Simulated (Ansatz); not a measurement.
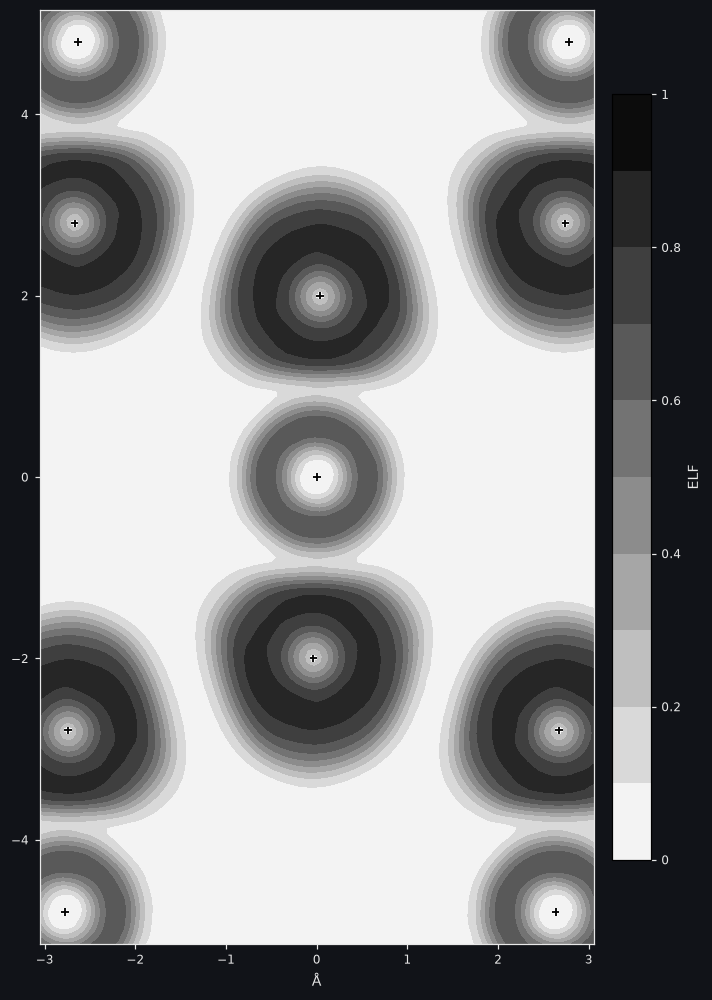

The electron localisation function on a plane through atoms (crosses mark nuclei in the plane).

The calculation used DFT r2SCAN, scalar-relativistic, plane waves, PAW (Ansatz 0.2.0).

Candidates:
A. TiO$_{2}$, a = 5.41 Å, b = 5.41 Å, c = 5.47 Å, α = 90.00°, β = 118.77°, γ = 90.00°. Space group C2/c; a structure from a database of computed crystals, not necessarily the ambient phase; computed pressure about −6 GPa in this cell; computed without spin polarisation.
B. CdTe, a = 6.56 Å, b = 6.56 Å, c = 6.56 Å, α = 90.00°, β = 90.00°, γ = 90.00°. Space group F-43m.
C. BAs, a = 4.78 Å, b = 4.78 Å, c = 4.78 Å, α = 90.00°, β = 90.00°, γ = 90.00°. Space group F-43m.

Which candidate gave the map?

Candidate A: TiO$_{2}$ on the (010) plane of the conventional cell, which holds Ti and O. Ti–O (2.00 Å): the ELF peaks at about 0.85 in the valence shell of O, 0.6 Å from its nucleus, and is about 0.20 at the midpoint: no localised pair shows between them.
